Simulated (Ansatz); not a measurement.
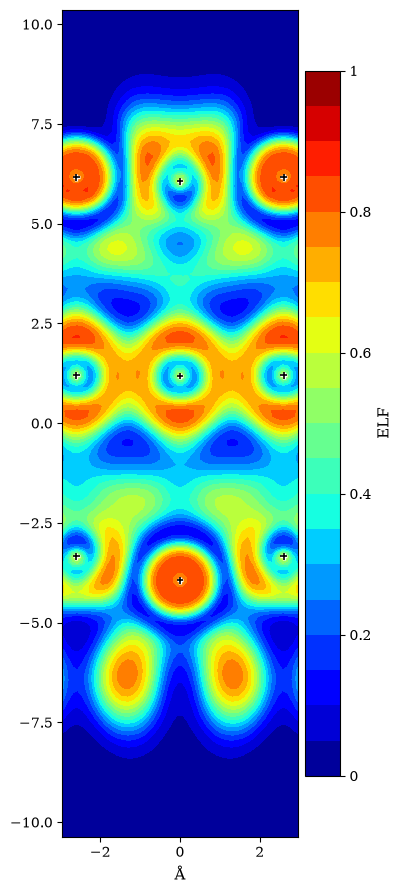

The electron localisation function on a plane through atoms (crosses mark nuclei in the plane).

Computed with DFT PBE, scalar-relativistic, plane waves, PAW in Ansatz 0.2.0.

Candidates:
A. HfSi₂ (slab), a = 3.66 Å, b = 3.68 Å, c = 27.49 Å, α = 90.00°, β = 90.00°, γ = 90.00°. 
B. Ti, a = 4.11 Å, b = 4.11 Å, c = 4.11 Å, α = 90.00°, β = 90.00°, γ = 90.00°. Space group Fm-3m; computed without spin polarisation.
C. TiAl (interface cell), a = 2.86 Å, b = 2.86 Å, c = 22.99 Å, α = 90.00°, β = 60.21°, γ = 120.00°. Computed pressure about 2 GPa in this cell; computed without spin polarisation.

Question: Which system is this?

Answer: Candidate A: HfSi₂ on the (110) plane of the calculation cell, a cut from vacuum to vacuum, which holds Hf and Si. Hf–Si (2.60 Å): the ELF peaks at about 0.75 in the valence shell of Si, 0.9 Å from its nucleus, and is about 0.35 at the midpoint. Hf–Si (2.66 Å): the ELF peaks at about 0.75 in the valence shell of Si, 0.9 Å from its nucleus, and is about 0.35 at the midpoint.
